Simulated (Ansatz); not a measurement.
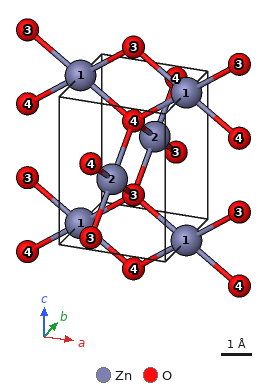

Crystalline ZnO (a generated structure, set up in P4_2/mmc) (coarse preliminary run), before the relaxation. The picture is a ball-and-stick view of the cell of the calculation, seen from a free direction.

These are results of Ansatz, DFT PBE, scalar-relativistic, plane waves, PAW, not measurements.

Input file:
```yaml
crystal:
  lattice:
    - [3.87303079, 0.0, 0.0]
    - [0.0, 3.87303079, 0.0]
    - [0.0, 0.0, 5.47729267]
  atoms:
    - { symbol: Zn, position: [0.0, 0.5, 0.0] }
    - { symbol: Zn, position: [0.5, 0.0, 0.5] }
    - { symbol: O, position: [0.5, 0.5, 0.25] }
    - { symbol: O, position: [0.5, 0.5, 0.75] }
basis:
  ecutwfc: 420
kpoints:
  mp_grid: { grid: [4, 4, 4] }
hamiltonian:
  xc: pbe
scf:
  occupations: { method: gaussian, width: 0.1 }
  lower_state_search: "off"
output:
  forces: true
  stress: true
  eigenvalues: true
relax:
  adjacent_minimum: "off"
  f_tol: 0.04
  max_steps: 70
  cell: { stress_tol: 0.4 }
```

Launched with:
```bash
ansatz run input.yaml --threads 1 --pin off --max-ram 2048MiB --backend cpu --events-out ev --progress --plain --runs-dir out
```

**Predict the outcome.**

No atom moves by more than 0.005 Å relative to the cell. Cell: a = b 3.873 → 3.033 Å (−21.7 %), c 5.477 → 5.400 Å (−1.4 %). Volume −39.5 %. Among the contacts that change: Zn1–O3 2.372 → 2.030 Å. Among the angles between lasting bonds that change: O3–Zn1–O4 70.5° → 83.3°, O3–Zn1–O3 109.5° → 96.7°, Zn1–O3–Zn1 109.5° → 96.7°. The space group stays P4_2/mmc (No. 131). After 7 accepted moves (9 points after the start) the energy has fallen by 841 meV per atom. All forces vanish by symmetry, so only the cell relaxes. The pressure goes from −17.58 to −0.01 GPa. At 2 points the geometry stayed and the basis and grid were re-selected for the new cell (energy shift of 4.9 meV per atom at most each time).

Step by step:

```
step  E − E(0), meV/atom  pressure, GPa  volume, Å³/atom                      note
   0                0.00         -17.58           20.540                          
   1             -290.86         -17.17           18.209                          
   2             -542.79         -15.00           16.181                          
   3             -734.74          -9.93           14.351                          
   4             -836.64          -3.11           12.932                          
   5             -845.89           0.48           12.421                          
   6             -845.80          -0.01           12.475                          
   7             -840.92          -0.47           12.475  same geometry, new basis
   8             -841.22           0.02           12.422                          
   9             -841.00          -0.01           12.422  same geometry, new basis
```

The structure at the end:

```
CELL_PARAMETERS angstrom
3.03349 0.00000 0.00000
0.00000 3.03349 0.00000
0.00000 0.00000 5.39954
ATOMIC_POSITIONS crystal
Zn 0.00000 0.50000 0.00000
Zn 0.50000 0.00000 0.50000
O 0.50000 0.50000 0.25000
O 0.50000 0.50000 0.75000
```

The end point in the same view:

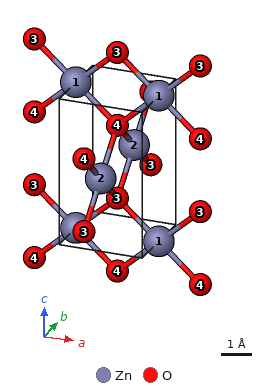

Limits of the set-up: the k-point mesh is coarse for a cell with partly filled bands.
